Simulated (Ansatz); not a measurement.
# Gap against strain: armchair GaN nanoribbon (N = 9, H edges)

**Method.** Ansatz 0.2.0, plane waves with PAW datasets, PBE, Fermi-Dirac smearing of 0.05 eV, no spin-orbit coupling. The period is scaled from its relaxed value of 5.569 Å and the atoms relax, within the symmetry of the start, at each strain ε (in %); gaps, in eV, are read on a band path.

```tsv
period (Å)	energy (eV a cell)	place of the conduction minimum (Γ = 0, Z = 1)	ε	gap
5.346	+0.375	0.00	−4	2.535
5.457	+0.094	0.00	−2	2.5
5.569	0.000	0.00	0	2.44
5.791	+0.374	0.00	4	2.235
5.903	+0.837	0.00	6	2.067
```

One run is withheld: period (Å) = 5.680, with ε = 2. Fit a straight line gap = a + b × ε to the 5 rows shown and predict it.

**Fit.** The means are 0.8 for ε and 2.355 for gap. The sum of products of deviations is −3.222 and the sum of squares in ε is 68.8, so b = −3.222 / 68.8 = −0.04683 and a = 2.355 − (−0.04683) × 0.8 = 2.393. The residuals' standard deviation, with 3 degrees of freedom, is σ = 0.05.

**Prediction.** gap = 2.393 + (−0.04683) × 2 = 2.299. The run gave 2.354, so the prediction less the run is −0.055. The standard error of a prediction there, σ√(1 + 1/5 + (2 − 0.8)²/68.8), is 0.055, and the miss is 1 times that, for a point between the fitted rows. With so few rows σ is itself uncertain.

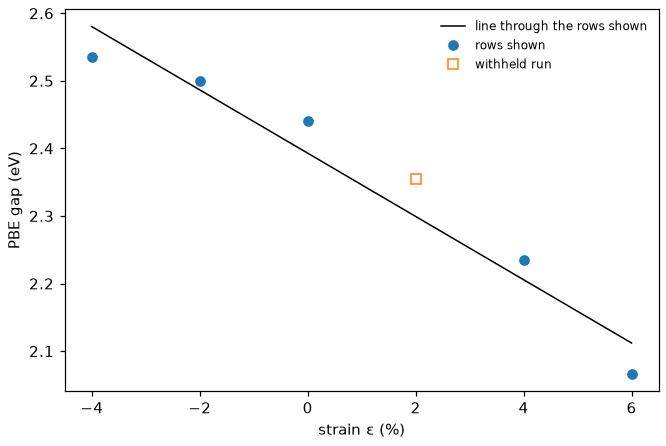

The fitted line, the rows shown and the withheld run.

The gap narrows at every step from compression to tension.

**Limits.** Kohn-Sham gaps of a wire among periodic images, which in a check on one flat ribbon (7 Å apart) lowered the gap by 0.2 eV and flattened the slope; the slope b × 100 is a mean deformation potential of the gap, in eV per unit strain. Between neighbouring runs it lies between −8.4 and −1.8 eV, so a bend, a kink or scatter between runs makes one line a rough account. The unstrained row comes from a denser mesh than the others, which shifts its energy a little. Series of this kind are told only where this holds: a gap at every strain (compound wires with polar facets were set aside first). 88 of 101 did.

[Logs are printed without paths, hosts, clocks, repeated set-up lines and the standing remarks that a program may print on its own settings, such as how far it seeks lower states.]
